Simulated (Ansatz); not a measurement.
Consider this structure.

```
Cu
1.0
     2.54584    0.00000    0.00000
    -1.27292    2.20477    0.00000
     0.00000    0.00000    8.31729
Cu
4
Direct
  0.00000 0.00000 0.00000
  0.33333 0.66667 0.25000
  0.00000 0.00000 0.50000
  0.66667 0.33333 0.75000
```

Work out the structure from the coordinates.

Answer. The element is copper. The space group is P6_3/mmc (No. 194); the lattice is primitive hexagonal. It belongs to the family called double hexagonal close-packed (α-La type). The cell holds four atoms. Around each Cu lie twelve Cu at 2.55 Å. The bonds build a three-dimensional framework.

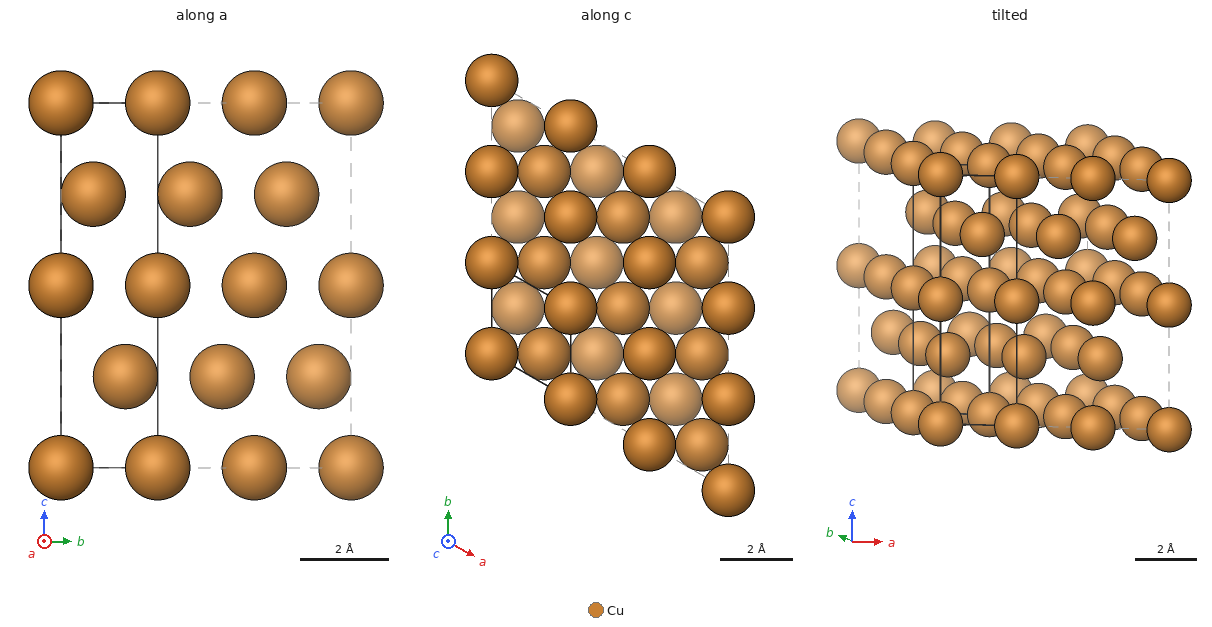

Spheres-only drawing of the structure, looking along the a axis, along the c axis and slightly off an axis. The drawing covers 3×3×1 cells, and the solid lines enclose one conventional unit cell.

The model was built from a structure listed in the Materials Project. It was relaxed with DFT r2SCAN, scalar-relativistic, plane waves, PAW (Ansatz 0.2.0) under a constraint or pressure on the cell, so some stress remains.
